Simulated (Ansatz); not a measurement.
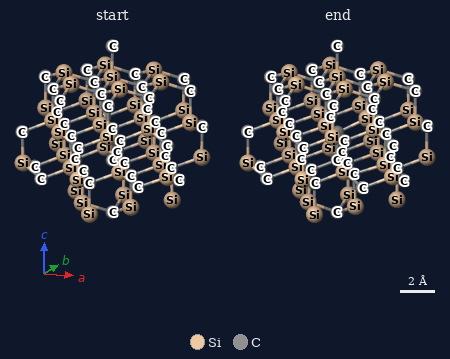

The structure of a defect cell of composition Si$_{95}$C$_{97}$ before (left) and after (right) a relaxation, at one scale.

The picture is a ball-and-stick view of the atoms within 5.8 Å of the atom that moves most (axes of the cell of the calculation (origin shifted)), seen slightly off an axis.

Level of theory: Ansatz, DFT, PBEsol, PAW, plane waves. (plane-wave cutoff 420 eV; k-point mesh 1 × 1 × 1; mesh shifted by (0.25, 0.25, 0.25); no spin polarisation; atoms relaxed in a fixed cell; force threshold 0.03 eV/Å; at most 80 steps)

Q: What changed between the two?

A: The energy falls by 4.359 eV per cell of the calculation in 5 geometry steps. The largest force component goes from 2.7 to 0.0029 eV/Å. The largest move is that of a C atom, 0.23 Å along −c. Largest moves by element: C 0.23 Å, Si 0.10 Å. The cell doesn't change. Among the contacts that change: C–C 1.905 → 1.663 Å, C–C 1.873 → 1.657 Å, C–Si 1.834 → 1.900 Å, C–Si 1.950 → 1.885 Å. Bond angles that change, for instance: Si–C–Si 113.7° → 106.3°, C–Si–C 108.1° → 114.7°, Si–C–Si 109.9° → 103.9°.
